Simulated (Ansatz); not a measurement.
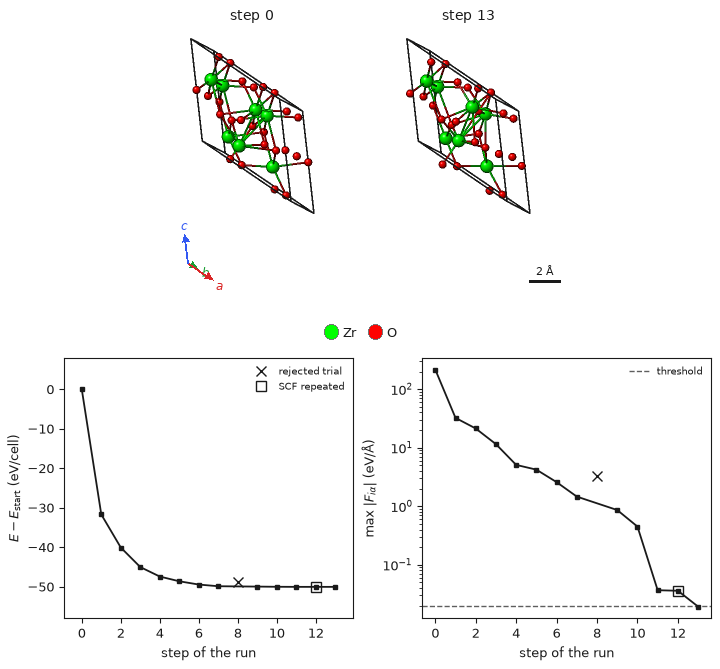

First and last geometry of a relaxation of a defect cell of composition Zr$_{7}$O$_{16}$ (started half-way along a vacancy jump, in the symmetry of that start), with the history of the run. The picture is a ball-and-stick view of the cell of the calculation (origin shifted), seen from a free direction.

These are results of DFT PBEsol, scalar-relativistic, plane waves, PAW (Ansatz), not measurements.

Input
```yaml
crystal:
  lattice:
    - [0.0, 7.1689604925, 0.0]
    - [7.1689604925, 0.0, 0.0]
    - [-3.5844802462, -3.5844802462, -5.1771128403]
  atoms:
    - { symbol: Zr, position: [-0.25, 1.0, 1.0] }
    - { symbol: Zr, position: [0.5, 0.5, 1.0] }
    - { symbol: Zr, position: [0.0, 0.5, 1.0] }
    - { symbol: Zr, position: [0.0, 0.0, 0.5] }
    - { symbol: Zr, position: [0.5, 0.0, 0.5] }
    - { symbol: Zr, position: [0.0, 0.5, 0.5] }
    - { symbol: Zr, position: [0.5, 0.5, 0.5] }
    - { symbol: O, position: [0.149258387, 0.899258387, 0.7985167741] }
    - { symbol: O, position: [0.649258387, 0.899258387, 0.7985167741] }
    - { symbol: O, position: [0.149258387, 0.399258387, 0.7985167741] }
    - { symbol: O, position: [0.649258387, 0.399258387, 0.7985167741] }
    - { symbol: O, position: [0.899258387, 0.649258387, 0.2985167741] }
    - { symbol: O, position: [0.399258387, 0.649258387, 0.2985167741] }
    - { symbol: O, position: [0.899258387, 0.149258387, 0.2985167741] }
    - { symbol: O, position: [0.399258387, 0.149258387, 0.2985167741] }
    - { symbol: O, position: [0.350741613, 0.100741613, 0.7014832259] }
    - { symbol: O, position: [0.850741613, 0.100741613, 0.7014832259] }
    - { symbol: O, position: [0.350741613, 0.600741613, 0.7014832259] }
    - { symbol: O, position: [0.850741613, 0.600741613, 0.7014832259] }
    - { symbol: O, position: [0.600741613, 0.850741613, 0.2014832259] }
    - { symbol: O, position: [0.100741613, 0.850741613, 0.2014832259] }
    - { symbol: O, position: [0.600741613, 0.350741613, 0.2014832259] }
    - { symbol: O, position: [0.100741613, 0.350741613, 0.2014832259] }
basis:
  ecutwfc: 420
kpoints:
  mp_grid: { grid: [4, 4, 4] }
hamiltonian:
  xc: pbesol
scf:
  occupations: { method: gaussian, width: 0.05 }
output:
  forces: true
  stress: true
  eigenvalues: true
  write_density: true
  write_potential: true
  elf: true
  volumetric_format: npy
relax:
  adjacent_minimum: "off"
  f_tol: 0.02
  max_steps: 60
  escape_saddle: false
```

Launched with:
```bash
ansatz run input.yaml --threads 4 --pin off --max-ram 9216MiB --backend cpu --events-out ev --progress --plain --runs-dir out
```

What do the curves and the structures tell?

Answer. It converged. After 11 accepted moves (13 points after the start) the energy has fallen by 50.027 eV per cell of the calculation. The largest force component goes from 220 to 0.019 eV/Å. The line search rejected the trial step at point 8 of the run. 1 step only repeated the SCF at the same geometry. The largest move is that of O14, 1.18 Å along [1 1 2]. Largest moves by element: O 1.18 Å, Zr 0.42 Å. The cell doesn't change. Among the contacts that change: O10–O14 2.589 → 1.450 Å, Zr1–O9 1.043 → 1.876 Å, Zr1–O14 1.545 → 2.311 Å, Zr1–O20 2.741 → 2.173 Å. Bond angles that change, for instance: Zr4–O14–Zr6 119.6° → 177.9°, Zr1–O14–Zr4 120.2° → 91.1°, Zr4–O12–Zr6 119.6° → 96.7°.

Limits of the set-up: the periodic images lie only 7.2 Å apart, so the values are limited by the cell's size.
